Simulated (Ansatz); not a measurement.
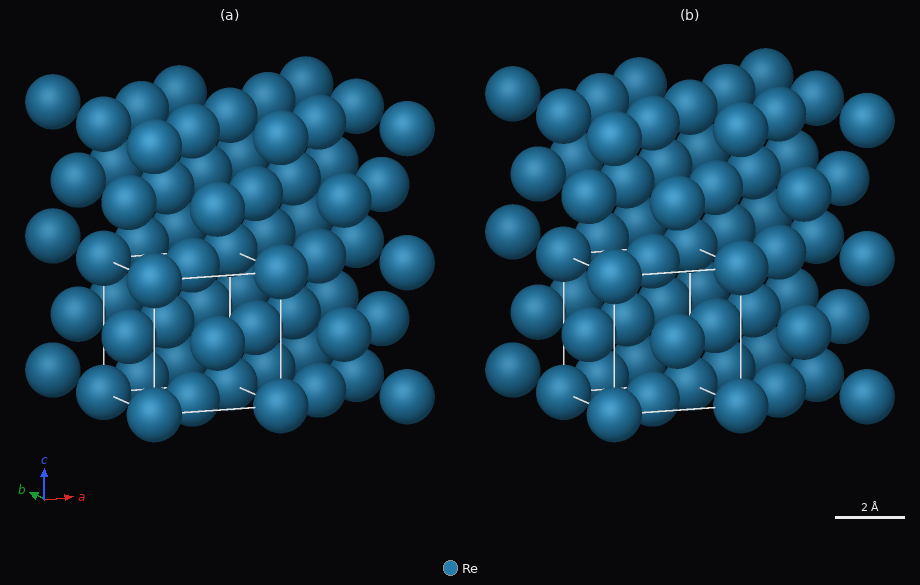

Left: a crystal of Re (set up in Fm-3m). Right: the same structure after one change, at the same scale. A spheres-only model of the conventional cell (4 times the calculation's cell), repeated 2 × 2 × 2 with one cell outlined, seen slightly off an axis. Lengths and directions refer to the drawn axes.

All numbers below come from DFT, PBE, PAW with Ansatz's default frozen-core files, scalar-relativistic in Ansatz 0.2.0. Settings: plane-wave cutoff 420 eV; k-point mesh 14 × 14 × 14; occupations fermi dirac; smearing width 0.03 eV; no spin polarisation.

Question: What distinguishes the right structure from the left one?

Answer: The cell is strained by +3.0 % along c and none across it (volume +3.0 %), the atoms keeping their fractional coordinates. No relaxation follows.

Question: What does the change do?

Answer: The energy rises by 45.2 meV per atom. Pressure: −9.1 GPa before, −17.9 GPa after. The principal stresses (compression positive) are −22.3 GPa along c and −15.7 GPa across it. All forces vanish by symmetry. Among the bonded contacts that change: Re–Re 2.793 → 2.793 to 2.835 Å. The space group (tolerance 0.01 Å) goes from Fm-3m (No. 225) to I4/mmm (No. 139).
